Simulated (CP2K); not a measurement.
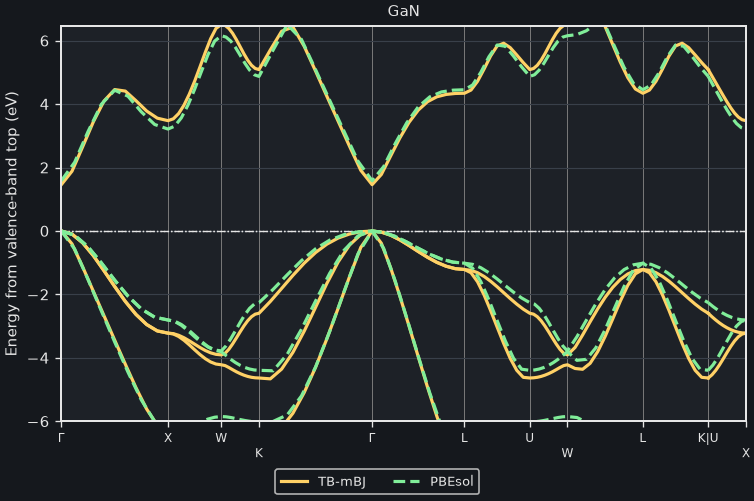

Band structures of zincblende GaN, space group F-43m (No. 216), 2 atoms in the primitive cell (cubic a = 4.507 Å), by two methods on the same cell. Each is counted from its own valence-band top.

> What changes from one method to the other?

TB-mBJ gives a gap of 1.46 eV along the path and PBEsol gives a gap of 1.59 eV along the path.

Settings. TB-mBJ: POTENTIAL_UZH Ga GTH-PBE-q13, N GTH-PBE-q5; TZVP-MOLOPT-PBE-GTH basis, no spin polarisation, no spin-orbit coupling, 10×10×10 k mesh, Fermi-Dirac smearing of 0.1 eV (CP2K 2026.2). PBEsol: POTENTIAL_UZH Ga GTH-PBE-q13, N GTH-PBE-q5; TZVP-MOLOPT-PBE-GTH basis, no spin polarisation, no spin-orbit coupling, 10×10×10 k mesh, Fermi-Dirac smearing of 0.1 eV (CP2K 2026.2).

The potentials were made for another functional. The basis of atomic orbitals isn't converged, which shifts gaps and empty levels. The usual form of GaN is wurtzite. LDA, GGA and most meta-GGA functionals understate gaps. TB-mBJ: this is a model potential without an energy functional, so only levels have meaning.
